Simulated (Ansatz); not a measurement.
**Geometry relaxation of Fe2Co (part 2 of 2)**

Continued. System: Fe2Co (3 atoms in the cell). Method: DFT PBE, scalar-relativistic, plane waves, PAW, spin-polarised (Ansatz 0.2.0); cutoff 420 eV, 20×20×20 k-mesh, Gaussian smearing of 0.1 eV, collinear spins. The structure was made by a generator, so it may or may not be a known phase.

Geometry of the input (Å; fractional positions):
```
0.0000  2.0213  6.0335
1.4163  0.0000  6.0335
1.4163  2.0213  0.0000
Fe 0.6658  0.6658  0.3342
Fe 0.3342  0.3342  0.6658
Co 0.0000  0.0000  0.0000
```

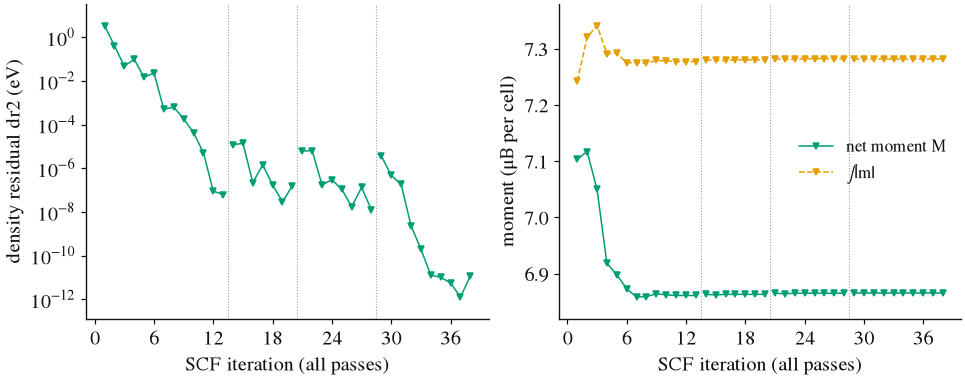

Convergence of the self-consistent field: density residual dr2 and magnetic moment against the SCF iteration. The dotted lines part the SCF passes of the relaxation: geometry steps, rejected trials and re-solves on a re-selected basis. The passes take 13, 7, 8 and 10 iterations. The net moment goes from 7.1 to 6.9 μB per cell.

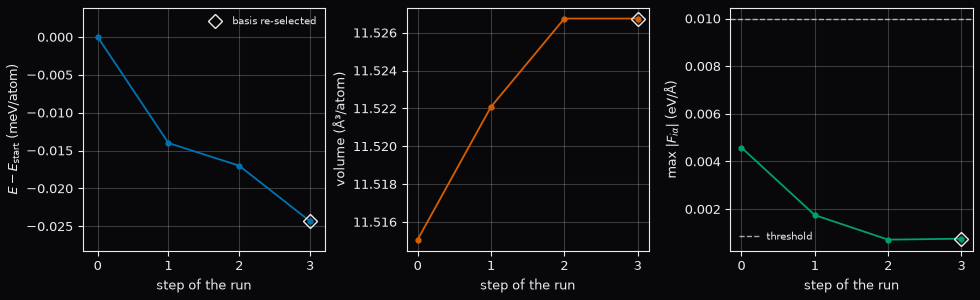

Progress of the relaxation, step by step (the first geometry is step 0 here and step 1 in the log). The atoms keep their places relative to the cell (all moves are under 0.005 Å). The volume changes by +0.1 %, with a 2.833 → 2.838 Å (+0.2 %), b 4.043 → 4.040 Å (−0.1 %), c 12.067 → 12.062 Å (0.0 %). The space group stays Fmmm (No. 69). Over 2 geometry steps the energy falls by next to nothing (0.0 meV per atom). The largest force component goes from 0.0046 to 0.00076 eV/Å. The pressure goes from 0.19 to 0.01 GPa. A last SCF at the same geometry on a re-selected plane-wave basis shifts the energy by next to nothing (0.0 meV per atom).

```
basis re-selected at this cell: Δ(F+E_penalty+E_count) = -2.258e-5 eV, ΔP = +0.001 GPa vs the last step (what re-selecting the basis moved, of the pressure what is left beyond the Pulay correction that the steps carried, after the strain that the cell walked since its last selection, with what the two solves' SCF thresholds leave and, on support functions, any second-order correction that the steps lacked; it is no measure of the basis error at this ecutwfc). This SCF's stress stands 9.05e-3 GPa from its target on what of the cell is left free (relax.cell.stress_tol is 5.00e-2 GPa) and its largest allowed force component is 7.59e-4 eV/Å (relax.f_tol is 1.00e-2 eV/Å): within both
SCF converged after 10 iterations
Magnetization: 6.8648 μB (27.9324 up, 21.0676 down)
Absolute magnetization: 7.2823 μB (∫|ρ↑−ρ↓|, with the PAW one-centre terms)
Spin contamination: 0.1293 ħ² per cell (⟨S²⟩ above its minimum at these occupations)
Per-site moments (μB) at R_I (Å): [(2.568331033242572, 1.0115261439422958), (2.568331033242573, 1.0115261439422951), (1.8918715782718156, 1.0115261439422951)]
Free energy (F): -14087.180926 eV
Harris-Foulkes:  -14087.180926 eV  (|F-HF|=1.09e-11)
Internal energy: -14087.171929 eV  (E = F + TS)
E sigma→0 (E₀):  -14087.176428 eV
Entropy (-TS):   -0.008997 eV (-2.999 meV/atom)
Fermi energy:    18.158767 eV
--- Per-component energies (eV) ---
  E_band       = -696.902362
  E_kinetic    = 1151.138175
  E_local      = -7098.136563  (includes V_loc(G=0)·N_el)
  E_nonlocal   = 893.508024
  E_hartree    = 2975.726939
  E_xc         = -393.784100
  E_vxc        = -507.426558  (∫ρ·V_xc dr)
  E_paw        = -4248.881077  (= ΣΔE_a)
  E_vpaw       = -1087.440568  (= ΣTr[D̂ρ^β])
  E_aug_tail   = 0.001397  (compensation charges beyond the density's cutoff)
  E_ewald      = -7366.744725
  E_smearing   = -0.008997  (= −TS)
  E_closure    = 0.000000  (closes the sum)
  Σ components = -14087.180926   (vs F -14087.180926, Δ=0.00e0)
--- Forces (eV/Å), atoms counted from 1 ---
  atom   1  Fe     0.00000000    -0.00000000    -0.00075919
  atom   2  Fe     0.00000000     0.00000000     0.00075919
  atom   3  Co     0.00000000    -0.00000000     0.00000000
  max |Σ_I F_I| component: 2.17e-19 eV/Å
--- Stress (GPa, compression-positive) ---
        0.006300      -0.000000       0.000000
       -0.000000       0.009045      -0.000000
        0.000000      -0.000000       0.003684
  P = ⅓ Tr σ = 0.0063 GPa (0.063 kbar)
--- Band table (eV; the first three rows and the last of 2332) ---
  k-point 0 ↑: bands = ["-78.3356", "-70.1610", "-70.1263", "-41.5405", "-41.5017", "-41.4929", "-36.3280", "-36.1387", "-36.0764", "-36.0148", "-35.9524", "-35.9516", "9.3780", "12.5831", "12.6745", "14.5132", "14.8540", "15.3887", "15.3940", "15.5202", "15.6663", "15.8730", "16.1912", "16.2634", "16.7836", "16.7935", "16.8763", "16.9359", "17.1160", "17.4104", "29.4409", "29.5970", "37.1716", "37.2368", "39.0167"]
  k-point 1 ↑: bands = ["-78.3350", "-70.1599", "-70.1257", "-41.5400", "-41.5044", "-41.4950", "-36.3264", "-36.1408", "-36.0777", "-36.0182", "-35.9562", "-35.9555", "9.4577", "12.6065", "12.7637", "14.5176", "14.8591", "15.3799", "15.3868", "15.5359", "15.5562", "15.7410", "16.2241", "16.2527", "16.7577", "16.7800", "16.8837", "16.9741", "17.2499", "17.5421", "29.2003", "29.9331", "36.5161", "36.7999", "38.4596"]
  k-point 2 ↑: bands = ["-78.3334", "-70.1566", "-70.1237", "-41.5385", "-41.5161", "-41.4973", "-36.3216", "-36.1475", "-36.0817", "-36.0303", "-35.9658", "-35.9653", "9.6939", "12.7140", "12.9784", "14.5245", "14.8613", "15.2354", "15.3272", "15.4364", "15.5327", "15.6290", "16.1867", "16.2549", "16.7083", "16.7699", "16.8976", "17.0272", "17.5139", "17.9372", "28.9880", "30.4321", "34.8795", "35.4233", "37.9342"]
  k-point 1165 ↓: bands = ["-76.0135", "-67.1415", "-67.1033", "-39.3086", "-39.2336", "-39.1810", "-33.3492", "-33.1426", "-33.1222", "-33.0545", "-33.0154", "-33.0149", "10.4434", "10.8144", "14.2917", "16.0781", "17.0506", "17.1411", "17.5329", "17.5368", "17.6965", "18.3644", "18.3821", "18.5517", "18.6628", "19.5507", "19.6357", "19.9109", "20.0490", "20.5211", "26.2432", "35.9101", "37.3751", "37.8286", "38.0127"]
--- Relaxed structure (3 steps of the walk, 3 accepted, 1 SCFs on fresh bases) ---
  F+E_penalty+E_count = -14087.18092634 eV   max|allowed force component| = 7.592e-4 eV/Å   (the final SCF, on the basis selected at the relaxed cell)
  cell:  # Å, volume = 34.5803 Å³
    - [0.0, 2.0199802389724546, 6.031043272816584]
    - [1.419249497432857, 0.0, 6.031043272816584]
    - [1.419249497432857, 2.0199802389724546, 0.0]
  atoms:
    - { symbol: Fe, position: [0.6657868237335391, 0.6657868237335394, 0.33421317626646074] }
    - { symbol: Fe, position: [0.3342131762664608, 0.3342131762664609, 0.6657868237335391] }
    - { symbol: Co, position: [0.0, 0.0, 0.0] }
--- Löwdin populations: 3 sites ---
  site symbol       q [e]    m [muB]
     0     Fe     15.7843     2.6218
     1     Fe     15.7843     2.6218
     2     Co     16.7275     1.8567
  spilling = 0.014364 (of n_electrons = 49.000000)
```

Trajectory as extended XYZ (Å, eV, eV/Å), 4 frames, from step=1 to step=4
```
3
Lattice="0.0000 2.0213 6.0335 1.4163 0.0000 6.0335 1.4163 2.0213 0.0000" Properties=species:S:1:pos:R:3:forces:R:3 step=1 energy=-14087.18085 pressure_GPa=0.19
Fe    1.4163    2.0213    8.0338    0.0000   0.0000   0.0046
Fe    1.4163    2.0213    4.0332    0.0000   0.0000  -0.0046
Co    0.0000    0.0000    0.0000    0.0000   0.0000   0.0000
3
Lattice="0.0000 2.0208 6.0327 1.4177 0.0000 6.0327 1.4177 2.0208 0.0000" Properties=species:S:1:pos:R:3:forces:R:3 step=2 energy=-14087.18089 pressure_GPa=0.08
Fe    1.4177    2.0208    8.0328    0.0000   0.0000   0.0017
Fe    1.4177    2.0208    4.0325    0.0000   0.0000  -0.0017
Co    0.0000    0.0000    0.0000    0.0000   0.0000   0.0000
3
Lattice="0.0000 2.0200 6.0310 1.4192 0.0000 6.0310 1.4192 2.0200 0.0000" Properties=species:S:1:pos:R:3:forces:R:3 step=3 energy=-14087.18090 pressure_GPa=0.01
Fe    1.4192    2.0200    8.0308    0.0000   0.0000  -0.0007
Fe    1.4192    2.0200    4.0313    0.0000   0.0000   0.0007
Co    0.0000    0.0000    0.0000    0.0000   0.0000   0.0000
3
Lattice="0.0000 2.0200 6.0310 1.4192 0.0000 6.0310 1.4192 2.0200 0.0000" Properties=species:S:1:pos:R:3:forces:R:3 step=4 energy=-14087.18093 pressure_GPa=0.01
Fe    1.4192    2.0200    8.0308    0.0000   0.0000  -0.0008
Fe    1.4192    2.0200    4.0313    0.0000   0.0000   0.0008
Co    0.0000    0.0000    0.0000    0.0000   0.0000   0.0000
```

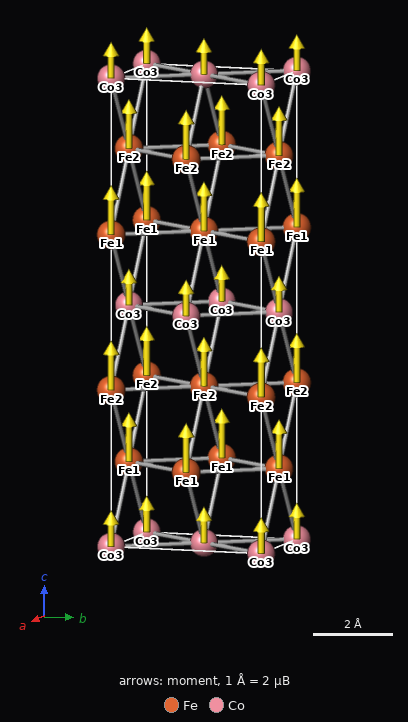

Magnetic moments of the sites as yellow arrows (ball-and-stick view of the cell 4 times as large as that of the calculation, set on its symmetry axes, seen slightly off an axis; atoms are numbered from 1 in the order of the input); small moments hardly show. The run is collinear, so the axis drawn is arbitrary. Site moments: Fe1, Fe2 (2.57 μB); Co3 (1.89 μB). They are counted near the atoms and needn't add up to the moment of the cell.

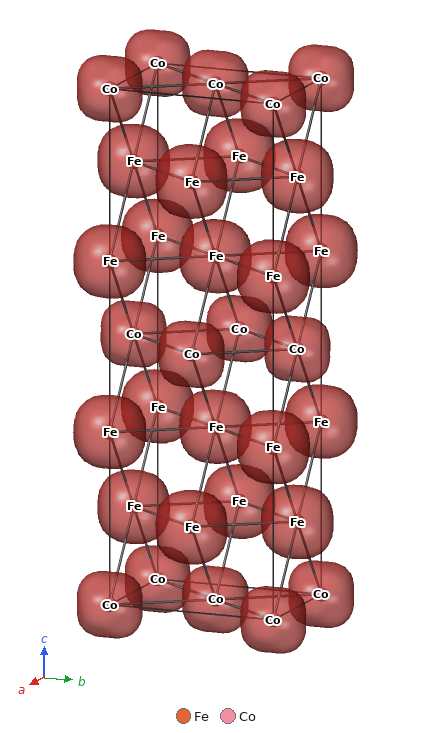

Isosurfaces of the spin density (up minus down) at +0.15 (red) and −0.15 e/Å³ (blue), seen slightly off an axis. Sticks mark near contacts. The outline is the cell set on symmetry axes. The cell of the calculation (3 atoms) carries 6.9 μB net. Only one sign reaches the isovalue. The fields are those of the smooth PAW valence density.

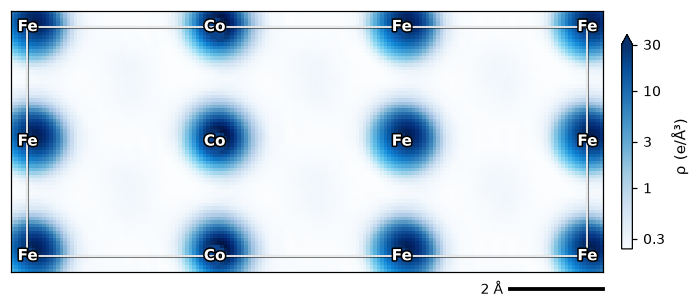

Valence pseudo-density on the (11̄0) plane of the conventional cell. The section cuts through Fe and Co sites. Fe–Fe (2.47 Å): ρ at the midpoint is about 0.34 e/Å³. Co–Co (2.47 Å): ρ is about 0.34 e/Å³ halfway. Away from the nuclei the density in this plane falls to 0.24 e/Å³ at its lowest.

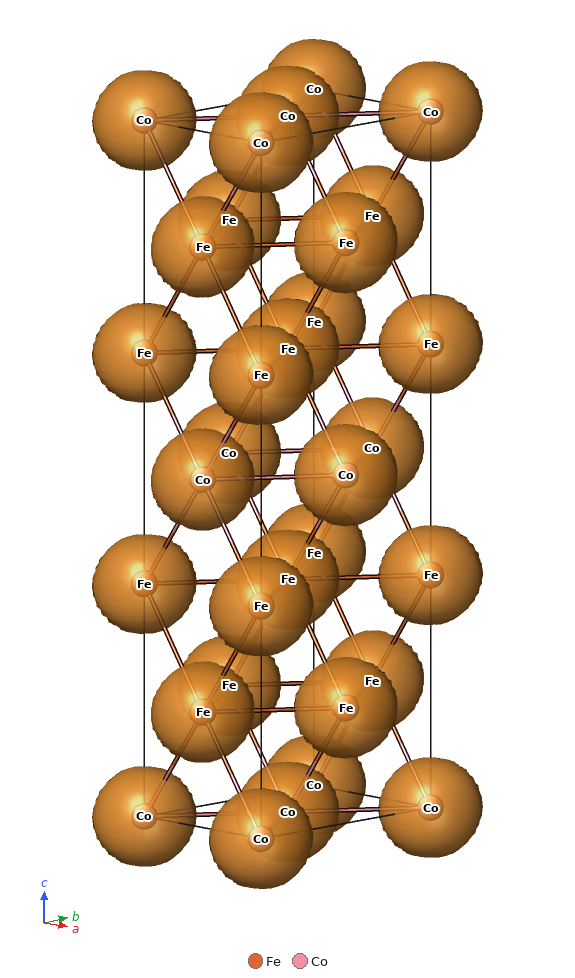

Isosurface of the valence charge density (pseudo) at 0.8 e/Å³ (orange), seen at an oblique angle. Sticks mark near contacts. The outline is the cell set on symmetry axes. At this value the density breaks into separate islands; it holds about 80 % of the electrons treated as valence (semicore included). It is pinched off along the Fe–Co (2.45 Å), Fe–Fe (2.47 Å) and Co–Co (2.47 Å) contacts. On the grid the lowest density along these lines, outside the cores, is 0.35 e/Å³ (Fe–Co, 2.45 Å), 0.34 e/Å³ (Fe–Fe, 2.47 Å) and 0.34 e/Å³ (Co–Co, 2.47 Å).

Summary

| quantity | value |
| --- | --- |
| outcome | converged |
| space group (tolerance 0.01 Å) | Fmmm (69) |
| electrons treated | 49 |
| free energy | −14087.1809 eV |
| Fermi energy | 18.159 eV |
| gap on the k-point mesh | none (metallic) |
| net moment of the cell | 6.86 μB |
| integrated absolute moment | 7.28 μB |
| pressure | 0.01 GPa |
| final volume | 34.58 Å³ |
| largest force (length of the vector) at the end | 0.001 eV/Å |
| final cell | a = 6.360 Å, b = 6.196 Å, c = 2.469 Å, α = 82.43°, β = 74.94°, γ = 22.63° |
| wall time | 8.2 min (CPU time 30 min) |
| peak memory | 2.2 GiB |
